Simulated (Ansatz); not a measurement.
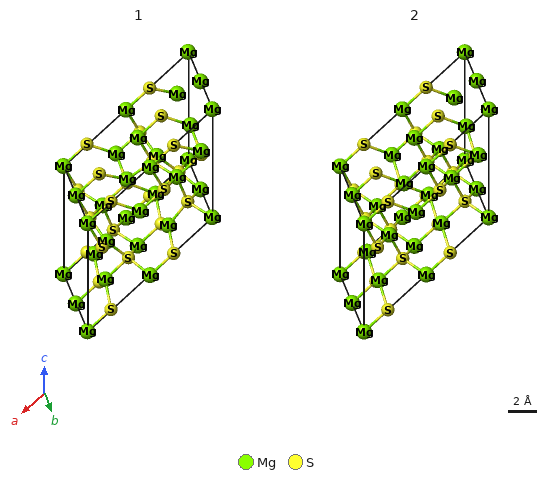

Two geometries of a defect cell of composition Mg8S7 (cell charge +2), drawn at one scale. One is the start of a relaxation, the other its converged end. A ball-and-stick model of the conventional cell (2 times the calculation's cell) (origin shifted), seen from a free direction. Lengths and directions refer to the drawn axes.

All numbers below come from DFT PBEsol, scalar-relativistic, plane waves, PAW (Ansatz 0.2.0). Settings: plane-wave cutoff 420 eV; k-point mesh 4 × 4 × 4; occupations gaussian; smearing width 0.05 eV; no spin polarisation; atoms relaxed in a fixed cell; force threshold 0.02 eV/Å; at most 50 steps.

Q: Which one is relaxed?

A: Structure 1 is the relaxed one. Case: S vacancy, atoms relaxed. The energy falls by 1.414 eV per cell of the calculation in 6 geometry steps. Largest force component: 1.7 eV/Å at the start, 0.019 eV/Å at the end. The largest move is that of a Mg atom, 0.73 Å along +a. Largest moves by element: Mg 0.73 Å, S 0.18 Å. The cell doesn't change. Some distances before and after: Mg–S 2.445 → 2.349 Å, Mg–S 2.454 → 2.520 Å, Mg–S 2.454 → 2.388 Å, Mg–S 2.445 → 2.404 Å. Among the angles between lasting bonds that change: Mg–S–Mg 108.0° → 86.7°, Mg–S–Mg 108.0° → 87.8°, Mg–S–Mg 110.9° → 94.2°.

Limits of the set-up: the periodic images lie only 7.6 Å apart, so the values are limited by the cell's size; the cell is charged, on a uniform background, and energies carry no finite-size correction.
